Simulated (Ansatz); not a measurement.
# Two runs on Ge2Sb2Te5

System: Ge2Sb2Te5 (9 atoms in the cell).
Method of run 1: DFT PBEsol, scalar-relativistic, plane waves, PAW, no spin polarisation (Ansatz 0.2.0).

The structure derives from a Materials Project entry. Text and figures count atoms from 1; the logs count them from 0 in places.

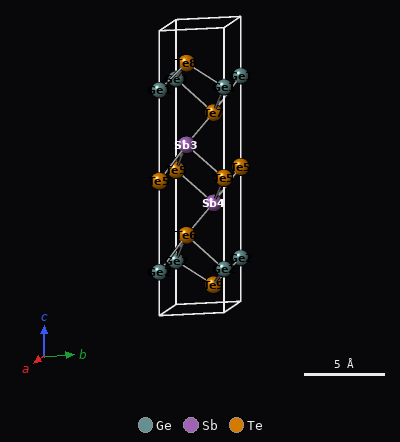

Fig. 1: The structure as given in the input (ball-and-stick view of the cell of the calculation, set on other vectors, seen slightly off an axis; atoms are numbered from 1 in the order of the input). An atom can appear more than once, as a periodic image.

Input file, run 1:
```yaml
crystal:
  lattice:
    - [-4.2017346381, 0.0, 0.0]
    - [-2.1008673191, -3.6388089366, 0.0]
    - [0.0, 0.0, 18.1060817248]
  atoms:
    - { symbol: Ge, position: [1.0, 1.0, 0.7918188626] }
    - { symbol: Ge, position: [0.0, 0.0, 0.1529510763] }
    - { symbol: Sb, position: [0.3333333333, 0.3333333333, 0.5826340238] }
    - { symbol: Sb, position: [0.6666666667, 0.6666666667, 0.3621359151] }
    - { symbol: Te, position: [0.0, 0.0, 0.4723849694] }
    - { symbol: Te, position: [0.3333333333, 0.3333333333, 0.2655353998] }
    - { symbol: Te, position: [0.6666666667, 0.6666666667, 0.6792345391] }
    - { symbol: Te, position: [0.3333333333, 0.3333333333, 0.869832841] }
    - { symbol: Te, position: [0.6666666667, 0.6666666667, 0.0749370979] }
basis:
  ecutwfc: 420
kpoints:
  mp_grid: { grid: [11, 11, 3] }
hamiltonian:
  xc: pbesol
scf:
  occupations: { method: gaussian, width: 0.15 }
output:
  forces: true
  stress: true
  eigenvalues: true
```

Launched with:
```bash
ansatz run input.yaml --threads 2 --pin off --max-ram 5120MiB --backend cpu --events-out ev --progress --plain --runs-dir out
```

Hardware: 2 threads of Intel Xeon @ 2.90GHz (Ice Lake), 192 GiB of memory available, shared host.

Output, shortened to warnings, some set-up lines, iterations and results (run 1):
```
Basis set: ecut = 420 eV, 5323 PW (Γ), exchange–correlation on 60×60×250 points (8 copies of the dense FFT grid, shifted against one another)
Symmetry: 12 space group operations
k-points: 42 of 363
Initial density: superposition of atomic densities (neutral atoms: chi_scale 0, normalization atom), corrected by the library's trained network
[...]
SCF iter   1: F=—  HF=-55831.473327 eV  |F-HF|=—  |Δ(HF+E_count)|=         —  Δρ=2.85e-3  dr2=1.89e-1  ethr=1.77e-3  ⟨swp⟩=7.4  Hψ=13832  notcnv=0
SCF iter   2: F=—  HF=-55831.671109 eV  |F-HF|=—  |Δ(HF+E_count)|=   1.98e-1  Δρ=6.69e-3  dr2=4.69e0  ethr=1.37e-4  ⟨swp⟩=2.4  Hψ=7169  notcnv=0  defer=224
SCF iter   3: F=—  HF=-55831.454108 eV  |F-HF|=—  |Δ(HF+E_count)|=   2.17e-1  Δρ=1.34e-3  dr2=6.29e-2  ethr=1.37e-4  ⟨swp⟩=2.2  Hψ=4540  notcnv=0  defer=209
SCF iter   4: F=—  HF=-55831.449558 eV  |F-HF|=—  |Δ(HF+E_count)|=   4.55e-3  Δρ=5.20e-4  dr2=5.23e-3  ethr=4.56e-5  ⟨swp⟩=1.2  Hψ=4022  notcnv=0  defer=1
SCF iter   5: F=—  HF=-55831.448972 eV  |F-HF|=—  |Δ(HF+E_count)|=   5.87e-4  Δρ=2.15e-4  dr2=9.79e-4  ethr=3.79e-6  ⟨swp⟩=2.0  Hψ=3819  notcnv=0  defer=1
SCF iter   6: F=—  HF=-55831.448864 eV  |F-HF|=—  |Δ(HF+E_count)|=   1.08e-4  Δρ=7.03e-5  dr2=5.46e-5  ethr=7.10e-7  ⟨swp⟩=2.0  Hψ=3701  notcnv=0  defer=1
SCF iter   7: F=—  HF=-55831.448698 eV  |F-HF|=—  |Δ(HF+E_count)|=   1.66e-4  Δρ=2.07e-5  dr2=1.48e-6  ethr=3.96e-8  ⟨swp⟩=2.0  Hψ=3768  notcnv=0  defer=1
SCF iter   8: F=-55831.448698 eV  HF=-55831.448698 eV  |F-HF|=3.03e-9  |Δ(HF+E_count)|=   3.19e-7  Δρ=5.05e-6  dr2=6.12e-8  ethr=7.25e-11  ⟨swp⟩=10.0  Hψ=18158  notcnv=0
SCF 1 converged in 8 iterations: F = -55831.448698 eV  dr2 = 6.12e-8
SCF converged after 8 iterations
Free energy (F): -55831.448698 eV
Harris-Foulkes:  -55831.448698 eV  (|F-HF|=3.03e-9)
Internal energy: -55831.440644 eV  (E = F + TS)
E sigma→0 (E₀):  -55831.444671 eV
Entropy (-TS):   -0.008054 eV (-0.895 meV/atom)
Fermi energy:    8.953213 eV
--- Per-component energies (eV) ---
  E_band       = -1984.060205
  E_kinetic    = 1537.419830
  E_local      = -15963.017376  (includes V_loc(G=0)·N_el)
  E_nonlocal   = 19.687328
  E_hartree    = 8380.015662
  E_xc         = -1041.467039
  E_vxc        = -842.619900  (∫ρ·V_xc dr)
  E_paw        = -35870.027671  (= ΣΔE_a)
  E_vpaw       = -3495.563062  (= ΣTr[D̂ρ^β])
  E_aug_tail   = -0.000352  (compensation charges beyond the density's cutoff)
  E_ewald      = -12898.424689
  E_core_change = 4.373662  (= ΣΔE_core)
  E_smearing   = -0.008054  (= −TS)
  E_closure    = 0.000000  (closes the sum)
  Σ components = -55831.448698   (vs F -55831.448698, Δ=0.00e0)
--- Forces (eV/Å), atoms counted from 1 ---
  atom   1  Ge    -0.00000000     0.00000000     0.06587138
  atom   2  Ge     0.00000000     0.00000000    -0.06587138
  atom   3  Sb     0.00000000     0.00000000     0.01724424
  atom   4  Sb    -0.00000000     0.00000000    -0.01724424
  atom   5  Te     0.00000000    -0.00000000     0.00000000
  atom   6  Te    -0.00000000     0.00000000     0.01619903
  atom   7  Te     0.00000000     0.00000000    -0.01619903
  atom   8  Te    -0.00000000     0.00000000     0.03947562
  atom   9  Te     0.00000000     0.00000000    -0.03947562
  max |Σ_I F_I| component: 3.47e-17 eV/Å
--- Stress (GPa, compression-positive) ---
       -0.547163       0.000000       0.000000
        0.000000      -0.547163      -0.000000
        0.000000      -0.000000      -0.251828
  P = ⅓ Tr σ = -0.4487 GPa (-4.487 kbar)
```

For run 2 the input was changed thus:
```diff
-    - [0.0, 0.0, 18.1060817248]
+    - [0.0, 0.0, 17.8560817248]
-    - { symbol: Ge, position: [1.0, 1.0, 0.7918188626] }
-    - { symbol: Ge, position: [0.0, 0.0, 0.1529510763] }
-    - { symbol: Sb, position: [0.3333333333, 0.3333333333, 0.5826340238] }
-    - { symbol: Sb, position: [0.6666666667, 0.6666666667, 0.3621359151] }
-    - { symbol: Te, position: [0.0, 0.0, 0.4723849694] }
-    - { symbol: Te, position: [0.3333333333, 0.3333333333, 0.2655353998] }
-    - { symbol: Te, position: [0.6666666667, 0.6666666667, 0.6792345391] }
-    - { symbol: Te, position: [0.3333333333, 0.3333333333, 0.869832841] }
-    - { symbol: Te, position: [0.6666666667, 0.6666666667, 0.0749370979] }
+    - { symbol: Ge, position: [1.0, 1.0, 0.8029049855] }
+    - { symbol: Ge, position: [0.0, 0.0, 0.1550925186] }
+    - { symbol: Sb, position: [0.3333333333, 0.3333333333, 0.5907913849] }
+    - { symbol: Sb, position: [0.6666666667, 0.6666666667, 0.3672061192] }
+    - { symbol: Te, position: [0.0, 0.0, 0.478998752] }
+    - { symbol: Te, position: [0.3333333333, 0.3333333333, 0.2692531163] }
+    - { symbol: Te, position: [0.6666666667, 0.6666666667, 0.6887443878] }
+    - { symbol: Te, position: [0.3333333333, 0.3333333333, 0.8820112244] }
+    - { symbol: Te, position: [0.6666666667, 0.6666666667, 0.0759862796] }
```

Predict how the results change.

With the same functional and potentials, run 2 lies 2.9 meV per atom lower. The volume per atom goes from 30.76 to 30.33 Å³. The number of SCF iterations is the same. The plane waves at Γ go from 5323 to 5213.

Output, shortened to warnings, some set-up lines, iterations and results (run 2):
```
Basis set: ecut = 420 eV, 5213 PW (Γ), exchange–correlation on 60×60×240 points (8 copies of the dense FFT grid, shifted against one another)
Symmetry: 12 space group operations
k-points: 42 of 363
Initial density: superposition of atomic densities (neutral atoms: chi_scale 0, normalization atom), corrected by the library's trained network
[...]
SCF iter   1: F=—  HF=-55831.497622 eV  |F-HF|=—  |Δ(HF+E_count)|=         —  Δρ=2.84e-3  dr2=1.57e-1  ethr=1.77e-3  ⟨swp⟩=7.5  Hψ=13795  notcnv=0
SCF iter   2: F=—  HF=-55831.572690 eV  |F-HF|=—  |Δ(HF+E_count)|=   7.51e-2  Δρ=4.46e-3  dr2=1.83e0  ethr=1.14e-4  ⟨swp⟩=2.3  Hψ=6922  notcnv=0  defer=204
SCF iter   3: F=—  HF=-55831.479750 eV  |F-HF|=—  |Δ(HF+E_count)|=   9.29e-2  Δρ=1.27e-3  dr2=6.66e-2  ethr=1.14e-4  ⟨swp⟩=2.0  Hψ=4192  notcnv=0  defer=204
SCF iter   4: F=—  HF=-55831.475279 eV  |F-HF|=—  |Δ(HF+E_count)|=   4.47e-3  Δρ=3.89e-4  dr2=2.67e-3  ethr=4.83e-5  ⟨swp⟩=1.0  Hψ=4032  notcnv=0
SCF iter   5: F=—  HF=-55831.475003 eV  |F-HF|=—  |Δ(HF+E_count)|=   2.76e-4  Δρ=1.64e-4  dr2=5.39e-4  ethr=1.94e-6  ⟨swp⟩=2.0  Hψ=3848  notcnv=0
SCF iter   6: F=—  HF=-55831.474941 eV  |F-HF|=—  |Δ(HF+E_count)|=   6.20e-5  Δρ=5.35e-5  dr2=1.52e-5  ethr=3.90e-7  ⟨swp⟩=2.0  Hψ=3752  notcnv=0
SCF iter   7: F=—  HF=-55831.474805 eV  |F-HF|=—  |Δ(HF+E_count)|=   1.36e-4  Δρ=1.63e-5  dr2=9.44e-7  ethr=1.10e-8  ⟨swp⟩=2.4  Hψ=5163  notcnv=0
SCF iter   8: F=-55831.474805 eV  HF=-55831.474805 eV  |F-HF|=1.31e-8  |Δ(HF+E_count)|=   3.22e-7  Δρ=4.20e-6  dr2=4.67e-8  ethr=7.25e-11  ⟨swp⟩=9.6  Hψ=17838  notcnv=0
SCF 1 converged in 8 iterations: F = -55831.474805 eV  dr2 = 4.67e-8
SCF converged after 8 iterations
Free energy (F): -55831.474805 eV
Harris-Foulkes:  -55831.474805 eV  (|F-HF|=1.31e-8)
Internal energy: -55831.465116 eV  (E = F + TS)
E sigma→0 (E₀):  -55831.469961 eV
Entropy (-TS):   -0.009689 eV (-1.077 meV/atom)
Fermi energy:    9.173630 eV
--- Per-component energies (eV) ---
  E_band       = -1957.844039
  E_kinetic    = 1537.518414
  E_local      = -15282.138962  (includes V_loc(G=0)·N_el)
  E_nonlocal   = 19.670709
  E_hartree    = 8052.695008
  E_xc         = -1041.590500
  E_vxc        = -842.790759  (∫ρ·V_xc dr)
  E_paw        = -35869.993376  (= ΣΔE_a)
  E_vpaw       = -3495.504846  (= ΣTr[D̂ρ^β])
  E_aug_tail   = -0.000416  (compensation charges beyond the density's cutoff)
  E_ewald      = -13251.999655
  E_core_change = 4.373662  (= ΣΔE_core)
  E_smearing   = -0.009689  (= −TS)
  E_closure    = 0.000000  (closes the sum)
  Σ components = -55831.474805   (vs F -55831.474805, Δ=0.00e0)
--- Forces (eV/Å), atoms counted from 1 ---
  atom   1  Ge     0.00000000     0.00000000     0.05727699
  atom   2  Ge    -0.00000000     0.00000000    -0.05727699
  atom   3  Sb     0.00000000     0.00000000     0.01460288
  atom   4  Sb    -0.00000000    -0.00000000    -0.01460288
  atom   5  Te    -0.00000000    -0.00000000     0.00000000
  atom   6  Te     0.00000000     0.00000000     0.01658300
  atom   7  Te    -0.00000000    -0.00000000    -0.01658300
  atom   8  Te    -0.00000000    -0.00000000     0.06419209
  atom   9  Te     0.00000000     0.00000000    -0.06419209
  max |Σ_I F_I| component: 1.85e-17 eV/Å
--- Stress (GPa, compression-positive) ---
       -0.484954      -0.000000       0.000000
       -0.000000      -0.484954      -0.000000
        0.000000      -0.000000      -0.296855
  P = ⅓ Tr σ = -0.4223 GPa (-4.223 kbar)
```

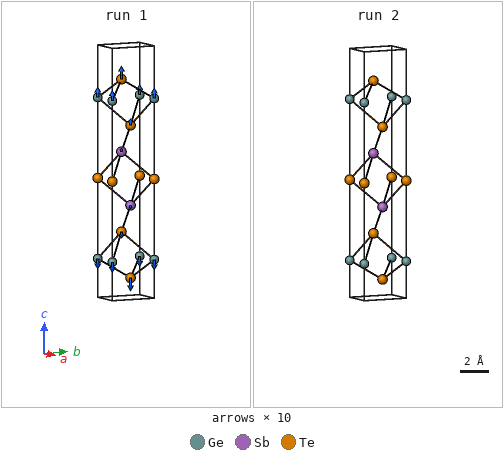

Fig. 2: The two input geometries at one scale (ball-and-stick view of the cell of the calculation, set on other vectors, seen at an oblique angle). The blue arrows on the first give the shifts of the atoms relative to the cell, with their mean removed, magnified 10 times. The largest moves relative to the cell, 0.099 Å, are those of Te atoms. Largest moves by element: Te 0.099 Å, Ge 0.080 Å, Sb 0.028 Å. (The mean shift of all atoms is removed.) The drawn cell changes as follows: a = b stay at 4.202 Å, c 18.106 → 17.856 Å (−1.4 %); the volume changes by −1.4 %.

The two runs side by side:

```csv
quantity,run 1,run 2
outcome,converged,converged
free energy per atom (eV),−6203.4943,−6203.4972
"energy per atom, smearing taken to zero (eV)",−6203.4939,−6203.4967
pressure (GPa),−0.45,−0.42
volume per atom (Å³),30.76,30.33
largest force (eV/Å),0.066,0.064
SCF iterations,8,8
irreducible k-points,42,42
plane waves at Γ,5323,5213
wall time (shared host),26 s,27 s
```
